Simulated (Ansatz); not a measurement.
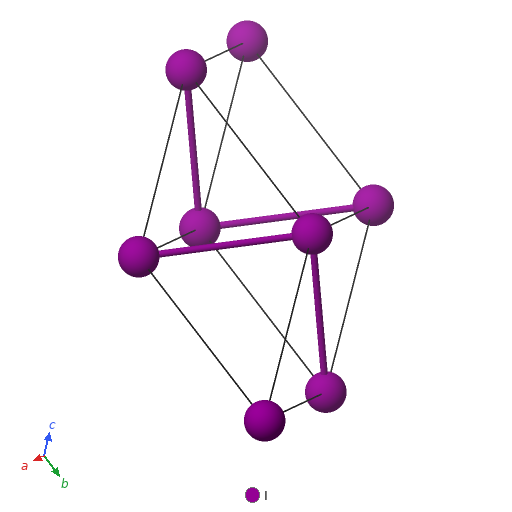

System: I, space group I4/mmm (No. 139). The picture shows the cell.

Structure:
```xyz
1
Lattice="-1.6175 1.6175 4.2648 1.6175 -1.6175 4.2648 1.6175 1.6175 -4.2648" Properties=species:S:1:pos:R:3 pbc="T T T"
I     0.0000    0.0000    0.0000
```

Calculation (Ansatz 0.2.0): deformation of a crystal at fixed volume, lengths along the axis scaled against those across it, fractional coordinates fixed, by plane-wave density functional theory with PAW datasets, free energies less that of the undisturbed cell, pressure positive in compression; scalar-relativistic. Level: LDA, no spin polarisation.

```tsv
setting	value
wave cutoff	420 eV
k mesh	22×22×22
occupations	Gaussian
smearing width	0.15 eV
k shift	(0, 0, 0) (mesh steps)
start	as given
path	tetragonal
axis direction	(0, 0, 1) (Cartesian unit vector)
```

Describe the result: the energy change and pressure against relative axial ratio. The relative axial ratio takes the values 0.85, 0.92, 1.00, 1.10, 1.20.

The energy change is 120 meV/atom at relative axial ratio 0.85 and 59 meV/atom at 1.20; the lowest computed point is at relative axial ratio 1.10 (−1 meV/atom). The pressure rises from −4.787 GPa at relative axial ratio 0.85 to 3.123 GPa at 1.20, and changes sign near 1.09.

```tsv
axial ratio relative to the start	energy change (meV/atom)	pressure (GPa)
0.85	120	-4.787
0.92	46	-3.819
1.00	0	-2.288
1.10	-1	0.163
1.20	59	3.123
```

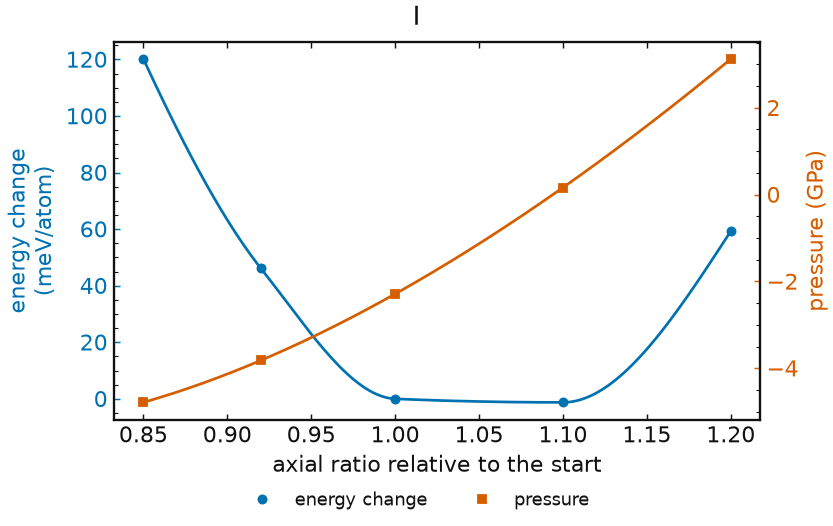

Keep in mind: no spin polarisation, a magnetic state may lie lower; reference crystal is not relaxed; shape and atomic fractions are frozen while scaling, which makes layered, chain and framework solids too stiff.
